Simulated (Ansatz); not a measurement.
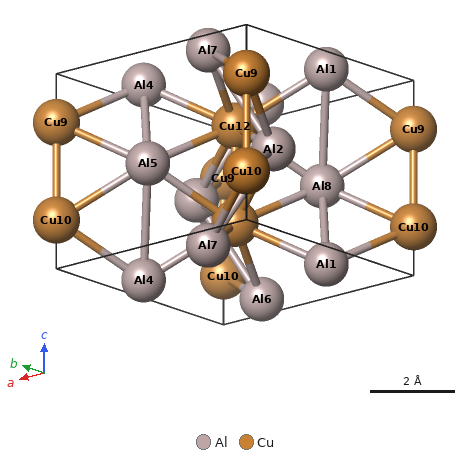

*The structure as given in the input (ball-and-stick view of the cell of the calculation, seen at an oblique angle; atoms are numbered from 1 in the order of the input). An atom can appear more than once, as a periodic image.*

Single-point calculation of Al$_{2}$Cu

Al$_{2}$Cu (I4/mcm, 12 atoms in the cell), computed with DFT PBE, scalar-relativistic, plane waves, PAW, no spin polarisation (Ansatz 0.2.0).

The structure derives from a Materials Project entry. It belongs to a series of runs on one base structure; here: the same crystal in its conventional cell. Figures and captions count atoms from 1; the log counts them from 0 in places.

Output
```
Engine: ansatz 0.2.0, aarch64-unknown-linux-gnu
Pseudopotentials: kind: paw
Pseudopotential: Al, paw, valence charge 3, recommended cutoff 420 eV (normal), Al.paw.azcp
Pseudopotential: Cu, paw, valence charge 19, recommended cutoff 420 eV (normal), Cu.paw.azcp
Functional definition: PBE
  parameter kappa = 0.804
  parameter beta = 0.06672455060314922
  exchange = pbe_x(kappa = kappa, mu = beta*pi^2/3)
  correlation = pbe_c(beta = beta)
Crystal: 12 atoms, lattice volume = 178.873 Å³
Basis set: ecut = 420 eV, 3453 PW (Γ), exchange–correlation on 90×90×72 points (8 copies of the dense FFT grid, shifted against one another)
Bands: 62, of which v1, the nominal top of the filled ones, is band 50 counted from 1 (49 counted from 0)
Symmetry: 32 space group operations
Space group: I4/mcm (ITA 140), of the structure as read, at distance tolerance 5.6e-5 Å
k-points: 50 of 288
Non-local potential: Al, projectors of the file, l = 0: 2, l = 1: 2, l = 2: 1
Non-local potential: Cu, projectors of the file, l = 0: 3, l = 1: 2, l = 2: 3, l = 3: 1
PAW form: soft (Blöchl's): semilocal exchange-correlation on the pseudo side does not see the compensation charge
PAW one-centre angular grid: Al, 110 points (default); XC on 64 Gauss nodes
PAW one-centre angular grid: Cu, 590 points (default); XC on 64 Gauss nodes
Initial density: superposition of atomic densities (neutral atoms: chi_scale 0, normalization atom), corrected by the library's trained network
Initial wavefunctions: pseudopotential atomic-orbital guess
Functional: x = pbe(κ = 0.804, μ = 0.2195149727645171), c = pbe(β = 0.06672455060314922)
SCF iter   1: F=—  HF=-30802.684298 eV  |F-HF|=—  |Δ(HF+E_count)|=         —  Δρ=4.43e-3  dr2=2.96e-2  ethr=1.77e-3  ⟨swp⟩=6.9  Hψ=12703  notcnv=0  defer=20
preconditioner: auto → Kerker (q_TF=auto, 2.476 Å⁻¹)  [metal: Δε(μ)=0.026 eV  Ē_g=7.079 eV  σ=0.100 eV  W_gap=0.15  n_scr=46 (ndim 8)  ℏωp=22.9 eV  f_vac=0.000  D(μ)=2.79/eV (n_scr^D=18)]
SCF iter   2: F=—  HF=-30802.682399 eV  |F-HF|=—  |Δ(HF+E_count)|=   1.90e-3  Δρ=1.06e-3  dr2=2.44e-3  ethr=2.96e-5  ⟨swp⟩=2.5  Hψ=4949  notcnv=0  defer=36
SCF iter   3: F=—  HF=-30802.681901 eV  |F-HF|=—  |Δ(HF+E_count)|=   4.98e-4  Δρ=8.12e-4  dr2=2.05e-3  ethr=2.44e-6  ⟨swp⟩=2.0  Hψ=4136  notcnv=0  defer=36
SCF iter   4: F=—  HF=-30802.681636 eV  |F-HF|=—  |Δ(HF+E_count)|=   2.65e-4  Δρ=1.39e-4  dr2=7.93e-5  ethr=2.05e-6  ⟨swp⟩=2.3  Hψ=4159  notcnv=0  defer=36
SCF iter   5: F=—  HF=-30802.681615 eV  |F-HF|=—  |Δ(HF+E_count)|=   2.16e-5  Δρ=1.14e-4  dr2=1.45e-5  ethr=7.93e-8  ⟨swp⟩=2.0  Hψ=4390  notcnv=0  defer=36
SCF iter   6: F=—  HF=-30802.681611 eV  |F-HF|=—  |Δ(HF+E_count)|=   3.65e-6  Δρ=1.19e-5  dr2=1.61e-7  ethr=1.45e-8  ⟨swp⟩=2.0  Hψ=4093  notcnv=0  defer=36
SCF iter   7: F=-30802.681611 eV  HF=-30802.681611 eV  |F-HF|=4.45e-9  |Δ(HF+E_count)|=   1.46e-7  Δρ=3.39e-6  dr2=1.37e-8  ethr=1.00e-10  ⟨swp⟩=9.0  Hψ=12527  notcnv=0
SCF 1 converged in 7 iterations: F = -30802.681611 eV  dr2 = 1.37e-8
  greatest PAW one-centre occupation: 1.000 electrons in one spin orbital (limit 2), on the Cu atom at site 11 (counted from 0), in its partial waves of l = 0
```

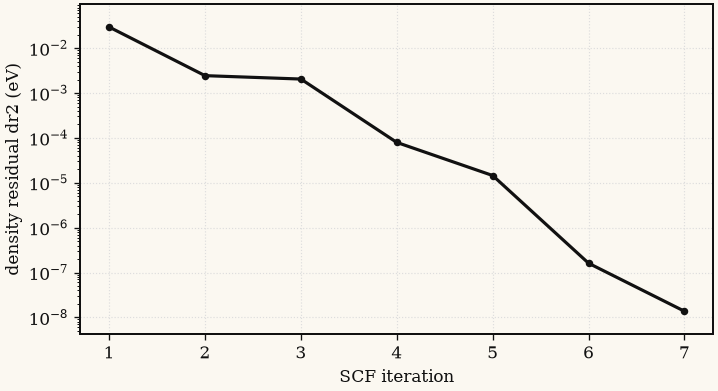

*Convergence of the self-consistent field: density residual dr2 against the SCF iteration.*

The residual falls at every step.

```
SCF converged after 7 iterations
Free energy (F): -30802.681611 eV
Harris-Foulkes:  -30802.681611 eV  (|F-HF|=4.45e-9)
Internal energy: -30802.667307 eV  (E = F + TS)
E sigma→0 (E₀):  -30802.674459 eV
Entropy (-TS):   -0.014304 eV (-1.192 meV/atom)
Fermi energy:    10.386889 eV
--- Per-component energies (eV) ---
  E_band       = -1862.437391
  E_kinetic    = 1381.883340
  E_local      = -24860.747506  (includes V_loc(G=0)·N_el)
  E_nonlocal   = 1618.115367
  E_hartree    = 11249.656579
  E_xc         = -680.193938
  E_vxc        = -699.583233  (∫ρ·V_xc dr)
  E_paw        = -10370.655848  (= ΣΔE_a)
  E_vpaw       = -1801.402478  (= ΣTr[D̂ρ^β])
  E_aug_tail   = 0.001189  (compensation charges beyond the density's cutoff)
  E_ewald      = -9140.726490
  E_smearing   = -0.014304  (= −TS)
  E_closure    = -0.000000  (closes the sum)
  Σ components = -30802.681611   (vs F -30802.681611, Δ=0.00e0)
--- Forces (eV/Å), atoms counted from 1 ---
  atom   1  Al    -0.01622673     0.01622673     0.00000000
  atom   2  Al    -0.01622673    -0.01622673     0.00000000
  atom   3  Al     0.01622673     0.01622673     0.00000000
  atom   4  Al     0.01622673    -0.01622673     0.00000000
  atom   5  Al    -0.01622673     0.01622673     0.00000000
  atom   6  Al    -0.01622673    -0.01622673     0.00000000
  atom   7  Al     0.01622673     0.01622673     0.00000000
  atom   8  Al     0.01622673    -0.01622673     0.00000000
  atom   9  Cu    -0.00000000    -0.00000000    -0.00000000
  atom  10  Cu    -0.00000000    -0.00000000    -0.00000000
  atom  11  Cu    -0.00000000    -0.00000000    -0.00000000
  atom  12  Cu    -0.00000000    -0.00000000    -0.00000000
  max |Σ_I F_I| component: 7.81e-18 eV/Å
--- Stress (GPa, compression-positive) ---
        0.247693       0.000000       0.000000
        0.000000       0.247693       0.000000
        0.000000       0.000000      -0.337941
  P = ⅓ Tr σ = 0.0525 GPa (0.525 kbar)
--- Band table (eV; the first three rows and the last of 50) ---
  k-point 0: bands = ["-103.3474", "-103.3473", "-103.3388", "-103.3388", "-60.7205", "-60.7205", "-60.7204", "-60.7204", "-60.7119", "-60.7119", "-60.7119", "-60.7119", "-60.7078", "-60.7078", "-60.6141", "-60.6141", "-0.4004", "3.4040", "3.4292", "3.5725", "3.5725", "5.0381", "5.0629", "5.2701", "5.2701", "5.3002", "5.5891", "5.5891", "5.7554", "5.9973", "6.1987", "6.2819", "6.2837", "6.3232", "6.6074", "6.6314", "6.9287", "7.0630", "7.1746", "7.1746", "7.1821", "7.1821", "7.4353", "7.4353", "8.4016", "8.5651", "8.9666", "9.1471", "9.1471", "9.5447", "9.9927", "10.4346", "11.7790", "11.7790", "11.9724", "12.8851", "13.2892", "13.2892", "13.6762", "14.3446", "15.0339", "15.0339"]
  k-point 1: bands = ["-103.3470", "-103.3470", "-103.3391", "-103.3391", "-60.7202", "-60.7202", "-60.7201", "-60.7201", "-60.7123", "-60.7123", "-60.7122", "-60.7122", "-60.7043", "-60.7043", "-60.6177", "-60.6177", "-0.3013", "3.5145", "3.5151", "3.6463", "3.6463", "4.1539", "5.1094", "5.2458", "5.2458", "5.3730", "5.6216", "5.6216", "6.0324", "6.2140", "6.2176", "6.2378", "6.2965", "6.3857", "6.5918", "6.6181", "6.8807", "6.9220", "6.9220", "7.0805", "7.1562", "7.1562", "7.7547", "7.7547", "8.3409", "8.4705", "8.6978", "8.6978", "8.8917", "8.9179", "9.7808", "11.6115", "12.2704", "12.4452", "12.4452", "12.5617", "12.5617", "12.7765", "12.8025", "15.4101", "15.7188", "15.7188"]
  k-point 2: bands = ["-103.3461", "-103.3461", "-103.3401", "-103.3400", "-60.7192", "-60.7192", "-60.7192", "-60.7192", "-60.7132", "-60.7132", "-60.7132", "-60.7132", "-60.6941", "-60.6941", "-60.6279", "-60.6279", "-0.0053", "3.0289", "3.7675", "3.8464", "3.8607", "3.8607", "5.1495", "5.1495", "5.2424", "5.5805", "5.7176", "5.7176", "5.8775", "6.1103", "6.1337", "6.2576", "6.3331", "6.5478", "6.5802", "6.6086", "6.6086", "6.6759", "6.7077", "7.1138", "7.1138", "7.1338", "7.2834", "7.9531", "7.9531", "8.0998", "8.2673", "8.2673", "8.6809", "9.9105", "10.0390", "11.2763", "11.4778", "11.4778", "11.8647", "13.2356", "13.8412", "13.8412", "14.4062", "16.0432", "16.0432", "16.4658"]
  k-point 49: bands = ["-103.3431", "-103.3431", "-103.3431", "-103.3431", "-60.7162", "-60.7162", "-60.7162", "-60.7162", "-60.7162", "-60.7162", "-60.7162", "-60.7162", "-60.6611", "-60.6611", "-60.6611", "-60.6611", "3.0644", "3.0644", "3.0644", "3.0644", "3.0843", "3.0843", "3.0843", "3.0843", "6.1794", "6.1794", "6.1794", "6.1794", "6.1933", "6.1933", "6.1933", "6.1933", "6.2225", "6.2225", "6.2225", "6.2225", "6.4573", "6.4573", "6.4573", "6.4573", "6.6534", "6.6534", "6.6534", "6.6534", "10.7577", "10.7577", "10.7577", "10.7577", "11.1138", "11.1138", "11.1138", "11.1138", "12.2244", "12.2244", "12.2244", "12.2244", "12.6694", "12.6694", "12.6694", "12.6694", "15.5297", "15.5297"]
```

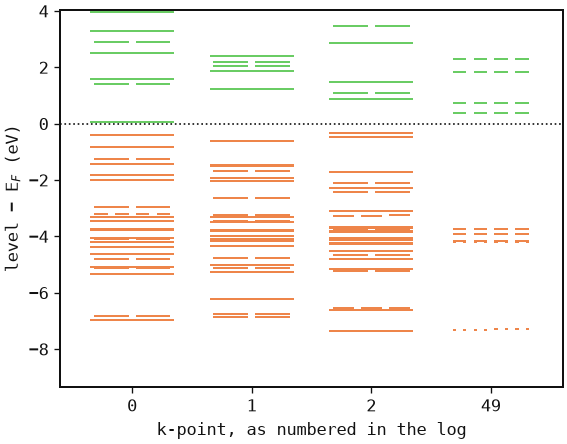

*Kohn–Sham levels near the Fermi level (dotted) at the few k-points that the log prints; levels within 0.02 eV of each other stand side by side.*

The system is metallic on the full mesh.

This output came from the following input.

Input
```yaml
crystal:
  lattice:
    - [6.0524867125, 0.0, 0.0]
    - [0.0, 6.0524867125, 0.0]
    - [0.0, 0.0, 4.8828853594]
  atoms:
    - { symbol: Al, position: [0.1586946207, 0.3413053793, 0.0] }
    - { symbol: Al, position: [0.1586946207, 0.6586946207, 0.5] }
    - { symbol: Al, position: [0.8413053793, 0.3413053793, 0.5] }
    - { symbol: Al, position: [0.8413053793, 0.6586946207, 0.0] }
    - { symbol: Al, position: [0.6586946207, 0.8413053793, 0.5] }
    - { symbol: Al, position: [0.6586946207, 0.1586946207, 0.0] }
    - { symbol: Al, position: [0.3413053793, 0.8413053793, 0.0] }
    - { symbol: Al, position: [0.3413053793, 0.1586946207, 0.5] }
    - { symbol: Cu, position: [0.0, 0.0, 0.75] }
    - { symbol: Cu, position: [0.0, 0.0, 0.25] }
    - { symbol: Cu, position: [0.5, 0.5, 0.25] }
    - { symbol: Cu, position: [0.5, 0.5, 0.75] }
basis:
  ecutwfc: 420
kpoints:
  mp_grid: { grid: [6, 6, 8] }
hamiltonian:
  xc: pbe
scf:
  occupations: { method: gaussian, width: 0.1 }
output:
  forces: true
  stress: true
  eigenvalues: true
```

Command:
```bash
ansatz run input.yaml --threads 1 --pin off --max-ram 2560MiB --backend cpu --events-out ev --progress --plain --runs-dir out
```

Summary

| quantity | value |
| --- | --- |
| outcome | converged |
| space group (tolerance 0.01 Å) | I4/mcm (140) |
| electrons treated | 100 |
| free energy | −30802.6816 eV |
| Fermi energy | 10.387 eV |
| gap on the k-point mesh | none (metallic) |
| pressure | 0.05 GPa |
| largest force (length of the vector) | 0.023 eV/Å |
| hardware | 1 thread of Arm Neoverse N1, 24 GiB of memory available, shared host |
| wall time | 52 s |
| peak memory | 0.65 GiB |
